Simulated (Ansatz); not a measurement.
**Al3Cu2: 7 runs along one coordinate**

System: Al3Cu2 (5 atoms in the cell).
Method: DFT LDA, scalar-relativistic, plane waves, PAW, PAW set soft_1, no spin polarisation (Ansatz 0.2.0).

The 7 runs differ only in the geometry, by a strain of the cell at fixed fractional positions. Against run 4, the strain is εxx = −0.5 η, εyy = −0.5 η and εzz = η. The structure derives from a Materials Project entry.

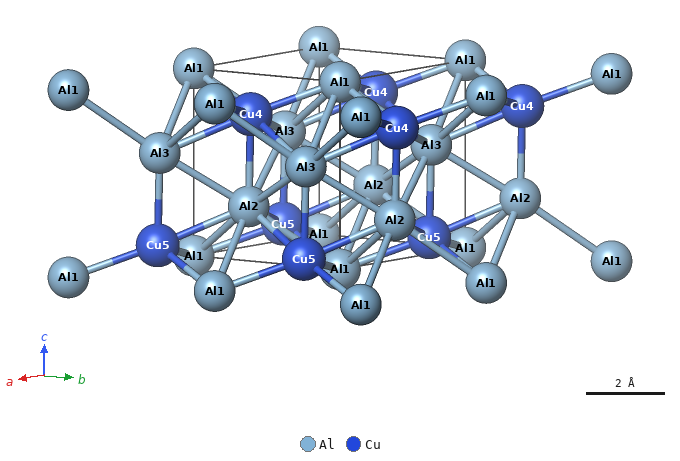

Figure 1. The structure of run 4 (ball-and-stick view of the cell of the calculation, repeated 2 × 2 × 1, seen at an oblique angle; atoms are numbered from 1 in the order of the input).

## Input of run 4
```yaml
crystal:
  lattice:
    - [4.0557157516, 0.0, 0.0]
    - [-2.0278578758, 3.5123528714, 0.0]
    - [0.0, 0.0, 4.9315479608]
  atoms:
    - { symbol: Al, position: [0.0, 0.0, 0.0] }
    - { symbol: Al, position: [0.339451545, 0.6666666667, 0.3508928116] }
    - { symbol: Al, position: [0.660548455, 0.3333333333, 0.6491071884] }
    - { symbol: Cu, position: [0.3231748305, 0.6666666667, 0.841587066] }
    - { symbol: Cu, position: [0.6768251695, 0.3333333333, 0.158412934] }
basis:
  ecutwfc: 520.0
kpoints:
  mp_grid: { grid: [12, 12, 8] }
hamiltonian:
  xc: lda
  pseudopotentials: { kind: paw, azcp: { folder: soft_1 } }
scf:
  occupations: { method: gaussian, width: 0.15 }
output:
  forces: true
  stress: true
  eigenvalues: true
```

Command:
```bash
ansatz run input.yaml --threads 4 --pin off --max-ram 8192MiB --backend cpu --events-out ev --progress --plain --runs-dir out
```

Lattice vectors (Å) and fractional positions of run 4:
```
   4.055716    0.000000    0.000000
  -2.027858    3.512353    0.000000
   0.000000    0.000000    4.931548
Al  0.000000  0.000000  0.000000
Al  0.339452  0.666667  0.350893
Al  0.660548  0.333333  0.649107
Cu  0.323175  0.666667  0.841587
Cu  0.676825  0.333333  0.158413
```

Run 3 differs from it as follows:
```diff
-    - [4.0557157516, 0.0, 0.0]
-    - [-2.0278578758, 3.5123528714, 0.0]
-    - [0.0, 0.0, 4.9315479608]
+    - [4.1029648401, 0.0, 0.0]
+    - [-2.05148242, 3.5532717824, 0.0]
+    - [0.0, 0.0, 4.8166428933]
```

## Results, with one run withheld

```csv
run,strain parameter η (%),"free energy per atom, from the lowest run given (meV)",pressure (GPa)
1,−7.0000,76.15,3.34
2,−4.6700,32.29,1.61
3,−2.3300,?,?
4,0.0000,0.00,0.10
5,2.3300,7.18,0.34
6,4.6700,25.86,1.06
7,7.0000,53.81,2.18
```

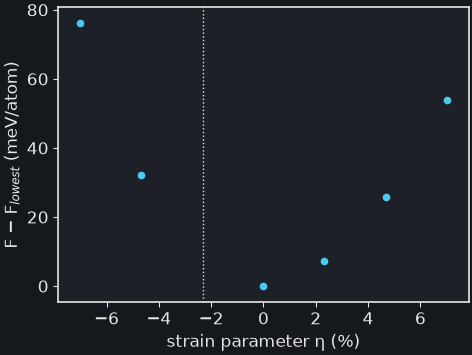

Figure 2. Free energy per atom of the runs given; the dotted line marks run 3.

What should run 3 give?

A cubic polynomial in the coordinate, fitted to the 6 runs given, misses them by at most 0.16 meV per atom. With x = η − 0.3883, it reads F = 0.38412 + 1.0718 x + 1.284 x² − 0.033813 x³ (meV per atom). At run 3 it gives 7.64 meV per atom, and the run itself gives 7.57. The fit has its minimum at η = −0.0224 %.

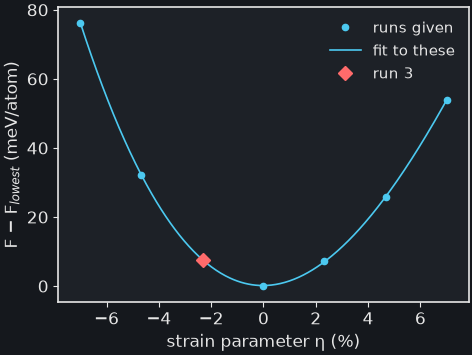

Figure 3. The fit and the withheld run.

## Output, shortened to warnings, some set-up lines, iterations and results (run 3)
```
Warning: [file] the record states the generating functional pbe (its physics header spells it `PBE`), which answers neither for hamiltonian.xc's functional nor for the lda family's — results may be inconsistent (PPs are generated against a specific XC)
Warning: [file] the record states the generating functional pbe (its physics header spells it `PBE`), which answers neither for hamiltonian.xc's functional nor for the lda family's — results may be inconsistent (PPs are generated against a specific XC)
Basis set: ecut = 520 eV, 1883 PW (Γ)
Symmetry: 2 space group operations
k-points: 580 of 1152
Initial density: superposition of atomic densities (chi_scale 0.1, normalization cell, long waves kept (reshape's long-wave potential 0.00 eV rms))
[...]
SCF iter   1: F=—  HF=-14657.679130 eV  |F-HF|=—  |Δ(HF+E_count)|=         —  Δρ=3.48e-1  dr2=5.77e1  ethr=3.10e-3  ⟨swp⟩=6.3  Hψ=73701  notcnv=0
SCF iter   2: F=—  HF=-14652.157155 eV  |F-HF|=—  |Δ(HF+E_count)|=    5.52e0  Δρ=1.00e-1  dr2=6.00e0  ethr=3.10e-3  ⟨swp⟩=2.9  Hψ=39002  notcnv=0  defer=506
SCF iter   3: F=—  HF=-14651.238266 eV  |F-HF|=—  |Δ(HF+E_count)|=   9.19e-1  Δρ=5.26e-2  dr2=1.82e0  ethr=3.10e-3  ⟨swp⟩=2.1  Hψ=24024  notcnv=0  defer=497
SCF iter   4: F=—  HF=-14650.991135 eV  |F-HF|=—  |Δ(HF+E_count)|=   2.47e-1  Δρ=1.15e-2  dr2=1.42e-1  ethr=3.10e-3  ⟨swp⟩=2.2  Hψ=24766  notcnv=0  defer=501
SCF iter   5: F=—  HF=-14650.987934 eV  |F-HF|=—  |Δ(HF+E_count)|=   3.20e-3  Δρ=2.37e-3  dr2=2.78e-3  ethr=3.01e-4  ⟨swp⟩=2.0  Hψ=31176  notcnv=0  defer=503
SCF iter   6: F=—  HF=-14650.988674 eV  |F-HF|=—  |Δ(HF+E_count)|=   7.40e-4  Δρ=6.31e-4  dr2=2.49e-4  ethr=5.92e-6  ⟨swp⟩=2.0  Hψ=30006  notcnv=0  defer=503
SCF iter   7: F=—  HF=-14650.988596 eV  |F-HF|=—  |Δ(HF+E_count)|=   7.76e-5  Δρ=9.25e-5  dr2=1.85e-5  ethr=5.29e-7  ⟨swp⟩=2.0  Hψ=28814  notcnv=0  defer=503
SCF iter   8: F=—  HF=-14650.988590 eV  |F-HF|=—  |Δ(HF+E_count)|=   6.63e-6  Δρ=6.04e-5  dr2=2.86e-6  ethr=3.93e-8  ⟨swp⟩=2.3  Hψ=24730  notcnv=0  defer=503
SCF iter   9: F=-14650.988589 eV  HF=-14650.988589 eV  |F-HF|=2.40e-8  |Δ(HF+E_count)|=   4.78e-7  Δρ=6.36e-6  dr2=5.23e-8  ethr=2.13e-10  ⟨swp⟩=7.9  Hψ=84849  notcnv=0
SCF 1 converged in 9 iterations: F = -14650.988589 eV  dr2 = 5.23e-8
SCF converged after 9 iterations
Free energy (F): -14650.988589 eV
Harris-Foulkes:  -14650.988589 eV  (|F-HF|=2.40e-8)
Internal energy: -14650.973627 eV  (E = F + TS)
E sigma→0 (E₀):  -14650.981108 eV
Entropy (-TS):   -0.014962 eV (-2.992 meV/atom)
Fermi energy:    11.419597 eV
--- Per-component energies (eV) ---
  E_band       = -928.265120
  E_kinetic    = 601.876003
  E_local      = -12440.990300  (includes V_loc(G=0)·N_el)
  E_nonlocal   = 1804.676834
  E_hartree    = 5430.252664
  E_xc         = -254.776398
  E_vxc        = -273.350815  (∫ρ·V_xc dr)
  E_paw        = -4818.264158  (= ΣΔE_a)
  E_vpaw       = -1480.996500  (= ΣTr[D̂ρ^β])
  E_aug_tail   = 0.000653  (compensation charges beyond the density's cutoff)
  E_ewald      = -4974.815396
  E_core_change = 1.066472  (= ΣΔE_core)
  E_smearing   = -0.014962  (= −TS)
  E_closure    = 0.000000  (closes the sum)
  Σ components = -14650.988589   (vs F -14650.988589, Δ=0.00e0)
--- Forces (eV/Å), atoms counted from 1 ---
  atom   1  Al     0.00000000     0.00000000     0.00000000
  atom   2  Al    -0.02586722     0.00673854    -0.02221225
  atom   3  Al     0.02586722    -0.00673854     0.02221225
  atom   4  Cu     0.12427192    -0.00129052     0.13289375
  atom   5  Cu    -0.12427192     0.00129052    -0.13289375
  max |Σ_I F_I| component: 0.00e0 eV/Å
--- Stress (GPa, compression-positive) ---
       -1.873360      -0.626897       0.263601
       -0.626897      -2.067296      -0.009394
        0.263602      -0.009394       5.589747
  P = ⅓ Tr σ = 0.5497 GPa (5.497 kbar)
```

Warnings of the run: the PAW datasets were made with another functional.
